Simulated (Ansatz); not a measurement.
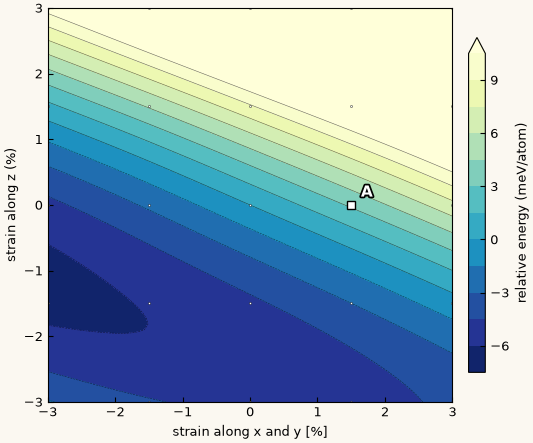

F (Cmce, No. 64; 4 atoms in the cell). The cell is strained homogeneously, by one strain along x and y and another along z, with fractional coordinates fixed (x along [1 0 0], z along [0 0 1] of the conventional cell). Coordinates scanned: (1) strain along x and y; (2) strain along z. The scan uses a 5 × 5 grid. Points are written as (first, second). Energies are in meV/atom, from the unstrained cell. The reference cell is the one listed in the database, not relaxed at this level. Theory: DFT PBEsol, scalar-relativistic, plane waves, PAW in Ansatz. Settings: cutoff 420 eV, k-mesh 6×6×4 in the order of the run's cell vectors, gaussian smearing 0.05 eV, no spin polarisation.

The picture shows filled contours, dots at the grid points, one colour for all values above the top of the scale, the point A. Between grid points the surface is interpolated.

Is A at rest? If not, where is it pushed?

A, at (1.5 %, 0.0 %), is not a stationary point. The computed force is 2.4 meV/atom for each 1 % towards smaller values of strain along x and y and 5.5 meV/atom for each 1 % towards smaller values of strain along z.
